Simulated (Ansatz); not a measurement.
## Mending a geometry relaxation on ZnO

System: ZnO (P6₃mc, 4 atoms in the cell).
Method of run A: DFT, PBE, plane waves, PAW (Ansatz 0.2.0).

The structure was built on a prototype by a generator; it need not be a known phase. Text and figures count atoms from 1; the logs count them from 0 in places.

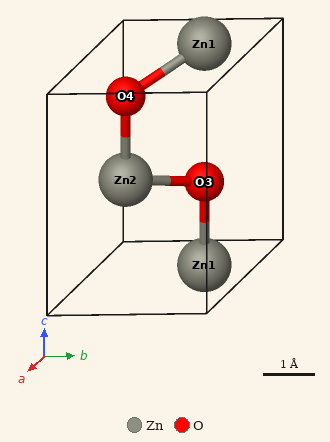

The starting structure (ball-and-stick view of the cell of the calculation, seen at an oblique angle; atoms are numbered from 1 in the order of the input). Near neighbours in the crystal (not all of them lie inside the picture): Zn has 4 O at 1.93 to 1.94 Å; O has 4 Zn at 1.93 to 1.94 Å.

### Input, run A
```yaml
crystal:
  lattice:
    - [3.1588556782, 0.0, 0.0]
    - [-1.5794278391, 2.7356492642, 0.0]
    - [0.0, 0.0, 5.1489347554]
  atoms:
    - { symbol: Zn, position: [0.3333333333, 0.6666666667, 0.0] }
    - { symbol: Zn, position: [0.6666666667, 0.3333333333, 0.5] }
    - { symbol: O, position: [0.3333333333, 0.6666666667, 0.376] }
    - { symbol: O, position: [0.6666666667, 0.3333333333, 0.876] }
kpoints:
  mp_grid: { grid: [12, 12, 7] }
scf:
  max_iter: 60
hamiltonian:
  xc: pbe
  pseudopotentials: { kind: paw }
output:
  forces: true
  stress: true
relax:
  f_tol: 0.005
  max_steps: 80
  cell: {}
```

Launched with:
```bash
ansatz run input.yaml --threads 1 --pin off --max-ram 3072MiB --backend cpu --events-out ev --progress --plain --runs-dir out
```

Hardware: 1 thread of Intel Xeon (Granite Rapids), 192 GiB of memory available, shared host.

### Output (run A)
```
Error: YAML parse error: `scf.occupations.method` is required: fixed only where the cell keeps a band gap throughout the run, explicit beside scf.occupations.values (under evaluate: without them), else a smearing such as fermi_dirac (scf.occupations.width is optional; its entry in the input reference gives the default)
```

> What should be changed in this input?

This input holds a deliberate fault: no occupation method (`scf.occupations`). The program refused the input: “YAML parse error: `scf.occupations.method` is required: fixed only where the cell keeps a band gap throughout the run, explicit beside scf.occupations.values (under evaluate: without them), else a smearing such as fermi_dirac (scf.occupations.width is optional; its entry in the input reference gives the default)”

A run of the same system that converges differs from this input as follows (lines with − go, lines with + come):
```diff
-  max_iter: 60
+  occupations: { method: fermi_dirac, width: 0.08 }
```

### Output, shortened to warnings, some set-up lines, iterations and results (run B)
```
Basis set: ecut = 420 eV, 869 PW (Γ), exchange–correlation on 48×48×72 points (8 copies of the dense FFT grid, shifted against one another)
Symmetry: 12 space group operations
k-points: 76 of 1008 (time reversal used)
Initial density: superposition of atomic densities (neutral atoms: chi_scale 0, normalization atom), corrected by the library's trained network
[...]
SCF iter   1: F=—  HF=-7773.463963 eV  |F-HF|=—  |Δ(HF+E_count)|=         —  Δρ=8.76e-4  dr2=1.23e-4  ethr=1.77e-3  ⟨swp⟩=6.0  Hψ=7669  notcnv=0
SCF iter   2: F=—  HF=-7773.464969 eV  |F-HF|=—  |Δ(HF+E_count)|=   1.01e-3  Δρ=4.31e-4  dr2=2.60e-5  ethr=3.43e-7  ⟨swp⟩=2.6  Hψ=4056  notcnv=0
SCF iter   3: F=—  HF=-7773.465136 eV  |F-HF|=—  |Δ(HF+E_count)|=   1.67e-4  Δρ=2.41e-4  dr2=1.05e-5  ethr=7.22e-8  ⟨swp⟩=2.0  Hψ=2872  notcnv=0
SCF iter   4: F=—  HF=-7773.465181 eV  |F-HF|=—  |Δ(HF+E_count)|=   4.56e-5  Δρ=8.02e-5  dr2=1.92e-6  ethr=2.91e-8  ⟨swp⟩=2.0  Hψ=3041  notcnv=0
SCF iter   5: F=—  HF=-7773.465181 eV  |F-HF|=—  |Δ(HF+E_count)|=   1.52e-7  Δρ=2.54e-5  dr2=2.10e-7  ethr=5.34e-9  ⟨swp⟩=2.1  Hψ=2838  notcnv=0
[... 60 lines ...]
SCF iter   4: F=—  HF=-7773.693191 eV  |F-HF|=—  |Δ(HF+E_count)|=   7.73e-6  Δρ=3.13e-6  dr2=2.43e-9  ethr=5.70e-11  ⟨swp⟩=2.0  Hψ=3040  notcnv=0
SCF iter   5: F=—  HF=-7773.693191 eV  |F-HF|=—  |Δ(HF+E_count)|=   8.18e-9  Δρ=9.72e-7  dr2=8.82e-11  ethr=6.75e-12  ⟨swp⟩=2.0  Hψ=2888  notcnv=0
SCF iter   6: F=-7773.693191 eV  HF=-7773.693191 eV  |F-HF|=7.97e-10  |Δ(HF+E_count)|=   2.91e-9  Δρ=4.58e-7  dr2=2.72e-11  ethr=1.00e-12  ⟨swp⟩=4.9  Hψ=6844  notcnv=0
SCF 9 converged in 6 iterations: F = -7773.693191 eV  dr2 = 2.72e-11
relax step   9: F+E_penalty+E_count = -7773.69319054 eV  Δ(F+E_penalty+E_count) = -1.561e-3 eV  max|allowed force component| = 3.311e-4 eV/Å  Δτ_max = 0.0000 Å  P = +0.015 …
basis re-selected at this cell: Δ(F+E_penalty+E_count) = -1.561e-3 eV, ΔP = +0.013 GPa vs the last step (what re-selecting the basis moved, of the pressure what is left beyond the Pulay correction that the steps carried, after the strain that the cell walked since its last selection, with what the …
SCF converged after 6 iterations
Free energy (F): -7773.693191 eV
Harris-Foulkes:  -7773.693191 eV  (|F-HF|=7.97e-10)
Internal energy: -7773.693096 eV  (E = F + TS)
E sigma→0 (E₀):  -7773.693143 eV
Entropy (-TS):   -0.000094 eV (-0.024 meV/atom)
Fermi energy:    7.209077 eV
--- Per-component energies (eV) ---
  E_band       = 50.910413
  E_kinetic    = 610.039510
  E_local      = -4055.962931  (includes V_loc(G=0)·N_el)
  E_nonlocal   = 1335.252979
  E_hartree    = 1665.245871
  E_xc         = -419.302234
  E_vxc        = -288.964778  (∫ρ·V_xc dr)
  E_paw        = -3980.680774  (= ΣΔE_a)
  E_vpaw       = -879.950524  (= ΣTr[D̂ρ^β])
  E_aug_tail   = 0.004160  (compensation charges beyond the density's cutoff)
  E_ewald      = -2928.289677
  E_smearing   = -0.000094  (= −TS)
  E_closure    = 0.000000  (closes the sum)
  Σ components = -7773.693191   (vs F -7773.693191, Δ=0.00e0)
--- Forces (eV/Å), atoms counted from 1 ---
  atom   1  Zn     0.00000000     0.00000000    -0.00033028
  atom   2  Zn    -0.00000000    -0.00000000    -0.00033028
  atom   3  O     -0.00000000    -0.00000000     0.00033184
  atom   4  O      0.00000000     0.00000000     0.00033184
  max |Σ_I F_I| component: 3.13e-6 eV/Å
--- Stress (GPa, compression-positive) ---
        0.015910       0.000000       0.000000
        0.000000       0.015910      -0.000000
        0.000000      -0.000000       0.012984
  P = ⅓ Tr σ = 0.0149 GPa (0.149 kbar)
--- Relaxed structure (7 steps of the walk, 7 accepted, 2 SCFs on fresh bases) ---
  F+E_penalty+E_count = -7773.69319054 eV   max|allowed force component| = 3.311e-4 eV/Å   (the final SCF, on the basis selected at the relaxed cell)
  cell:  # Å, volume = 49.3010 Å³
    - [3.2792607755176473, -7.554175729666037e-33, 7.153575501577686e-34]
    - [-1.6396303877588236, 2.839923137232142, 3.354300685196851e-18]
    - [1.0727501822047843e-33, 6.313336875475318e-18, 5.293867345963319]
  atoms:
    - { symbol: Zn, position: [0.3333333333333333, 0.6666666666666666, -0.0015194258750284354] }
[...]
```

### The two runs side by side

| quantity | run A | run B |
| --- | --- | --- |
| outcome | refused | converged |
| free energy per atom (eV) | – | −1943.4233 |
| pressure (GPa) | – | 0.01 |
| volume per atom (Å³) | – | 12.33 |
| largest force (eV/Å) | – | 0.000 |
| SCF iterations | – | 52 |
| irreducible k-points | – | 76 |
